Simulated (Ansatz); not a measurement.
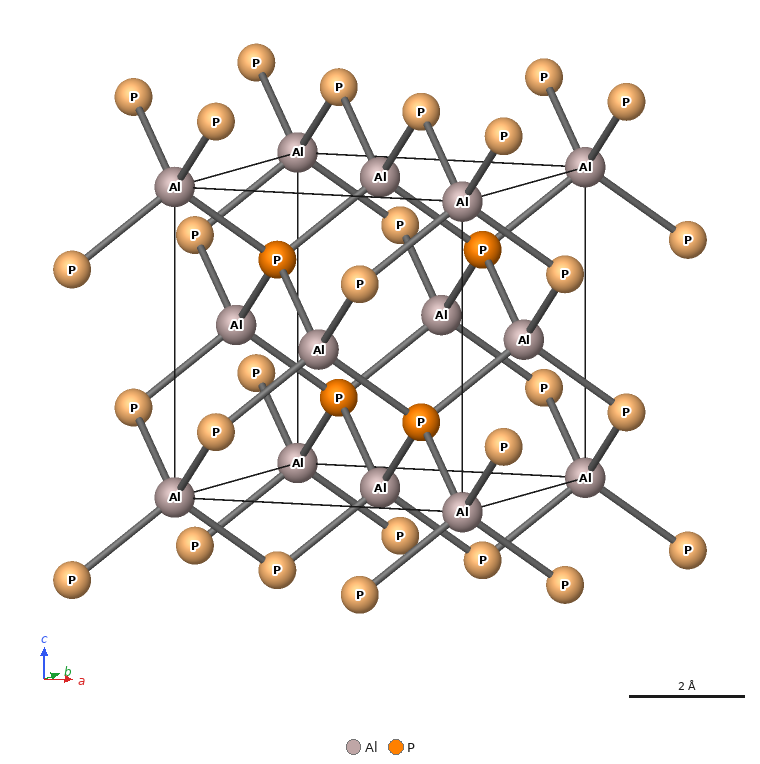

**Figure 1.** The input geometry (ball-and-stick view of the cell 4 times as large as that of the calculation, set on its symmetry axes, seen slightly off an axis; neighbours outside the cell are drawn fainter).

Run report: AlP, GW calculation

- system: AlP (2 atoms in the cell)
- method: DFT, PBE, plane waves, PAW, no spin polarisation (Ansatz 0.2.0)

The structure was built on a prototype by a generator. Some settings of this run were made unusual or wrong on purpose. The geometry comes from this level: r2SCAN.

### Input
```yaml
crystal:
  lattice:
    - [0.0, 2.7392572093, 2.7392572093]
    - [2.7392572093, 0.0, 2.7392572093]
    - [2.7392572093, 2.7392572093, 0.0]
  atoms:
    - { symbol: Al, position: [0.0, 0.0, 0.0] }
    - { symbol: P, position: [0.25, 0.25, 0.25] }
kpoints:
  mp_grid: { grid: [4, 4, 4] }
hamiltonian:
  xc: pbe
scf:
  occupations: { method: fixed }
gw:
  n_empty_bands: 30
  ecut_chi: 10
  qp_bands: [v1, c1]
  qp_kpoints: band_edges
  screening: { model: contour_deformation }
```

Hardware: 4 threads of Arm Neoverse N1, 98 GiB of memory available, shared host.

Run as:
```bash
ansatz run input.yaml --threads 4 --pin off --max-ram 3686MiB --backend cpu --events-out ev --progress --plain --runs-dir out
```

### The program's output
```
Engine: ansatz 0.2.0, aarch64-unknown-linux-gnu
Pseudopotentials: kind: paw
Pseudopotential: Al, paw, valence charge 3, recommended cutoff 420 eV (normal), Al.paw.azcp
Pseudopotential: P, paw, valence charge 5, recommended cutoff 420 eV (normal), P.paw.azcp
Functional definition: PBE
  parameter kappa = 0.804
  parameter beta = 0.06672455060314922
  exchange = pbe_x(kappa = kappa, mu = beta*pi^2/3)
  correlation = pbe_c(beta = beta)
Crystal: 2 atoms, lattice volume = 41.108 Å³
Basis set: ecut = 420 eV, 821 PW (Γ)
Bands: 8, of which v1, the nominal top of the filled ones, is band 4 counted from 1 (3 counted from 0)
Symmetry: 24 space group operations
Space group: F-43m (ITA 216), of the structure as read, at distance tolerance 3.5e-5 Å
k-points: 8 of 64 (time reversal used)
Non-local potential: Al, projectors of the file, l = 0: 2, l = 1: 2, l = 2: 1
Non-local potential: P, projectors of the file, l = 0: 2, l = 1: 2, l = 2: 2
PAW form: soft (Blöchl's): semilocal exchange-correlation on the pseudo side does not see the compensation charge
PAW one-centre angular grid: Al, 110 points (default); XC on 64 Gauss nodes
PAW one-centre angular grid: P, 110 points (default); XC on 64 Gauss nodes
Initial density: superposition of atomic densities (neutral atoms: chi_scale 0, normalization atom), corrected by the library's trained network
Initial wavefunctions: pseudopotential atomic-orbital guess
Functional: x = pbe(κ = 0.804, μ = 0.2195149727645171), c = pbe(β = 0.06672455060314922)
SCF iter   1: F=—  HF=-1294.346269 eV  |F-HF|=—  |Δ(HF+E_count)|=         —  Δρ=6.95e-4  dr2=2.03e-4  ethr=1.77e-3  ⟨swp⟩=5.2  Hψ=470  notcnv=0  defer=11
preconditioner: auto → none  [insulator: Δε(μ)=1.586 eV  Ē_g=9.874 eV  n_scr=8 (ndim 8)  ℏωp=16.4 eV  f_vac=0.000  ε∞_Penn≈3.8]
SCF iter   2: F=—  HF=-1294.346169 eV  |F-HF|=—  |Δ(HF+E_count)|=   1.00e-4  Δρ=3.39e-4  dr2=3.01e-5  ethr=2.53e-6  ⟨swp⟩=3.4  Hψ=195  notcnv=0  defer=14
SCF iter   3: F=—  HF=-1294.346188 eV  |F-HF|=—  |Δ(HF+E_count)|=   1.90e-5  Δρ=1.38e-4  dr2=3.49e-6  ethr=3.76e-7  ⟨swp⟩=2.1  Hψ=93  notcnv=0  defer=11
SCF iter   4: F=—  HF=-1294.346195 eV  |F-HF|=—  |Δ(HF+E_count)|=   7.63e-6  Δρ=2.12e-5  dr2=2.03e-7  ethr=4.37e-8  ⟨swp⟩=2.0  Hψ=96  notcnv=0  defer=14
iter 5 did not close the SCF: its close was put off for the readings that it lacked (scf_convergence_deferred on its scf_iter line)
SCF iter   5: F=-1294.346195 eV  HF=-1294.346195 eV  |F-HF|=6.33e-9  |Δ(HF+E_count)|=   4.27e-8  Δρ=4.55e-6  dr2=1.12e-8  ethr=2.54e-9  ⟨swp⟩=2.1  Hψ=91  notcnv=0  defer=14
SCF iter   6: F=-1294.346195 eV  HF=-1294.346195 eV  |F-HF|=1.61e-10  |Δ(HF+E_count)|=   3.09e-9  Δρ=8.29e-7  dr2=3.38e-10  ethr=1.40e-10  ⟨swp⟩=5.2  Hψ=484  notcnv=0
SCF 1 converged in 6 iterations: F = -1294.346195 eV  dr2 = 3.38e-10
  greatest PAW one-centre occupation: 0.776 electrons in one spin orbital (limit 2), on the P atom at site 1 (counted from 0), in its partial waves of l = 0
NSCF: frozen V_eff on 8 k-points
G₀W₀ screening: q 1/8
G₀W₀ screening: q 2/8 (q-point 5)
G₀W₀ screening: q 3/8 (q-point 6)
G₀W₀ screening: q 4/8 (q-point 2)
G₀W₀ screening: q 5/8 (q-point 4)
G₀W₀ screening: q 6/8 (q-point 8)
G₀W₀ screening: q 7/8 (q-point 3)
G₀W₀ screening: q 8/8 (q-point 7)
G₀W₀ self-energy: k 1/5
G₀W₀ self-energy: k 2/5
G₀W₀ self-energy: k 3/5
G₀W₀ self-energy: k 4/5
G₀W₀ self-energy: k 5/5
NSCF: frozen V_eff on 1 k-points
SCF converged after 6 iterations
Free energy (F): -1294.346195 eV
Harris-Foulkes:  -1294.346195 eV  (|F-HF|=1.61e-10)
Internal energy: -1294.346195 eV  (E = F + TS)
E sigma→0 (E₀):  -1294.346195 eV
Fermi energy:    4.985766 eV
--- Per-component energies (eV) ---
  E_band       = 4.598873
  E_kinetic    = 94.025968
  E_local      = -83.389333  (includes V_loc(G=0)·N_el)
  E_nonlocal   = 44.520394
  E_hartree    = 25.446124
  E_xc         = -101.576669
  E_vxc        = -90.106560  (∫ρ·V_xc dr)
  E_paw        = -1036.892421  (= ΣΔE_a)
  E_vpaw       = -11.343879  (= ΣTr[D̂ρ^β])
  E_aug_tail   = 0.000001  (compensation charges beyond the density's cutoff)
  E_ewald      = -236.480259
  E_smearing   = -0.000000  (= −TS)
  E_closure    = 0.000000  (closes the sum)
  Σ components = -1294.346195   (vs F -1294.346195, Δ=0.00e0)
--- Band table (eV; the first three rows and the last of 8) ---
  k-point 0: bands = ["-6.4609", "4.9858", "4.9858", "4.9858", "8.2007", "9.5101", "9.5101", "9.5101"]
  k-point 1: bands = ["-5.8101", "1.8244", "4.5459", "4.5459", "8.2593", "10.0958", "10.0958", "11.8504"]
  k-point 2: bands = ["-4.8013", "-0.5092", "4.2267", "4.2267", "7.7493", "9.7741", "9.7741", "13.2164"]
  k-point 7: bands = ["-4.0968", "0.0799", "1.8452", "2.1975", "9.2904", "10.8617", "11.1001", "11.3077"]
--- G₀W₀: contour deformation, 6 samples at zero and on the imaginary axis and 2 off it, 64 q-points, 30 empty bands' worth ---
  eigenvalues of the whole cell's RPA ε∞ on this k-mesh (on a slab, of 1 + 4πα/V) = 12.2970, 12.2970, 12.2970; static W/v taken at q = 0 is 0.081321
  bands read: the sum over 34 bands ends inside a degenerate multiplet in 1 slot, whose members it reads at an even weight; the widest, k=6: bands 34 to 35 (counted from 1) at 1/2 each
  gw.qp_kpoints: band_edges: 5 of 8 stored k-points solved, in 1 pass; an edge of the gap read off the rows below is read off those points alone
    valence top: of the k-points left out ik 5 came nearest to being solved in a further pass, in band 4 (counted from 1, as in the quasiparticle table): it holds the edge there only if its correction is more favourable than any solved in that band by at least 0.836 eV; those differ by 0.222 eV
    conduction bottom: of the k-points left out ik 3 came nearest to being solved in a further pass, in band 5 (counted from 1, as in the quasiparticle table): it holds the edge there only if its correction is more favourable than any solved in that band by at least 1.266 eV; those differ by 0.496 eV
    ik  band        ε_KS         Σx   Σc(E_QP)       V_xc       Z   E_QP_lin       E_QP  E_QP is
     0     4      4.9858   -16.0053     2.3642   -13.8012  0.8085     5.1457     5.1460  root
     0     5      8.2007    -8.4224    -3.6023   -13.1039  0.8093     9.2940     9.2799  root
     1     4      4.5459   -15.9046     2.4535   -13.5681  0.8048     4.6628     4.6629  root
     1     5      8.2593    -7.1931    -3.5137   -11.7355  0.8085     9.3009     9.2879  root
     2     4      4.2267   -15.9897     2.5784   -13.4905  0.8017     4.3058     4.3059  root
     2     5      7.7493    -7.2835    -3.3993   -11.6624  0.8116     8.7395     8.7288  root
     4     4      3.4491   -15.7021     2.7666   -12.9317  0.7928     3.4454     3.4454  root
     4     5      7.7631    -5.6205    -3.4292    -9.8206  0.8091     8.5407     8.5341  root
     6     4      2.8986   -15.7125     2.9703   -12.6802  0.7852     2.8365     2.8366  root
     6     5      6.5633    -5.1710    -3.2554    -9.0096  0.8119     7.1498     7.1465  root
```

### What the run reported

```csv
quantity,value
outcome,converged
space group (tolerance 0.01 Å),F-43m (216)
electrons treated,8
free energy,−1294.3462 eV
Fermi energy,4.986 eV
gap on the k-point mesh,1.58 eV
quasiparticle gap on the mesh,2.00 eV
wall time,1.5 s (CPU time 4.2 s)
peak memory,0.27 GiB
```

### Diagnosis

Some settings of this run were drawn to be unusual or wrong. It converged; results that depend on the unusual settings are not reference values. The GW levels are not extrapolated in basis or mesh.
